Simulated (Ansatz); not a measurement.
# Al: what the fields show

```
CELL_PARAMETERS angstrom
0.00000 0.00000 9.10658
2.77493 0.00000 0.00000
0.00000 4.80633 0.00000
ATOMIC_POSITIONS crystal
Al 0.75000 0.00000 0.00000
Al 0.75000 0.50000 0.50000
Al 0.00000 0.00000 0.18977
Al 0.00000 0.50000 0.68977
Al 0.25000 0.00000 0.00000
Al 0.25000 0.50000 0.50000
Al 0.50000 0.50000 0.16667
Al 0.50000 0.00000 0.66667
```

Space group Amm2; a point of a scan over the structure, not its minimum; a structure from a database of computed crystals, not necessarily the ambient phase; changed on purpose from its base cell (atom 2 (Al) moved by -0.690 A along [1 2 0] and +0.000 A along [0 0 1]); not relaxed (largest force 1.2 eV/Å); computed pressure about 3 GPa in this cell; PAW files of the earlier set (soft_1).

The calculation used DFT LDA+D3(BJ), scalar-relativistic, plane waves, PAW in Ansatz.

The density is the valence pseudo-density of a PAW calculation; it isn't the true density close to the nuclei.

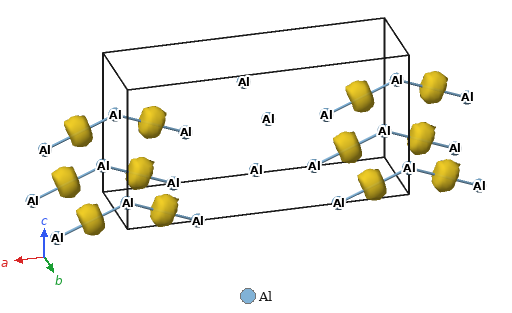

Figure 1. Isosurface of the electron localisation function at 0.75 (yellow), seen at an oblique angle. Only the valence region is drawn (cores and ρ < 0.01 e/Å³ removed). Sticks mark near contacts.

> What do the ELF domains correspond to?

The surface consists of four regions between bonded Al–Al atoms, counted in one cell of 8 atoms. Any copies at cell faces, edges or corners count once. Along the contacts the grid gives the following. Al–Al (2.45 Å): the ELF peaks at about 0.85 between the atoms.

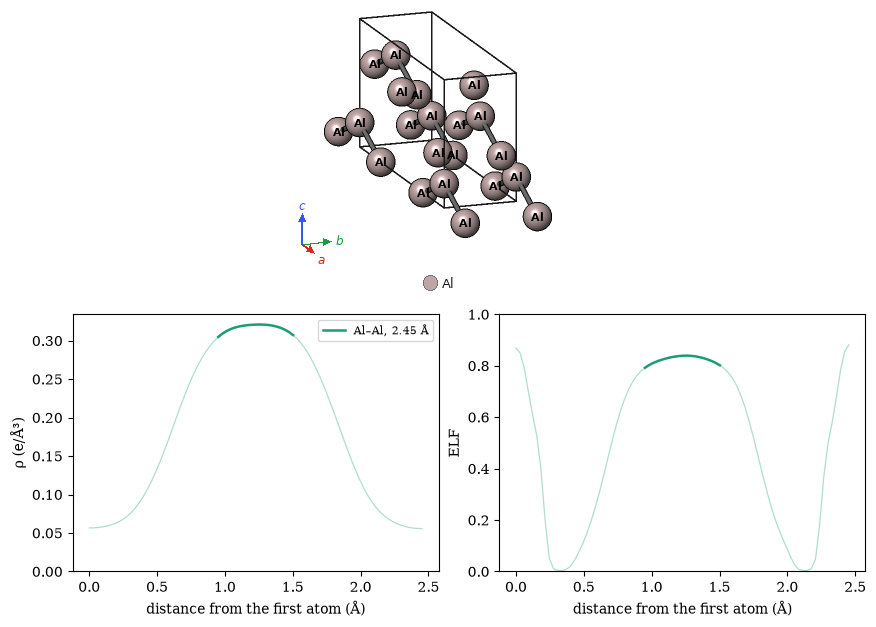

Figure 2. Valence electron density and electron localisation function along straight lines between neighbouring atoms. Thin, pale parts lie inside the atomic spheres. The structure is drawn too.

> What can be read from the curves?

Al–Al (2.45 Å): ρ is about 0.32 e/Å³ halfway; the ELF peaks at about 0.85 between the atoms.

> Metal or insulator at this level of theory?

It is metallic or semimetallic at this level of theory: no gap opens.
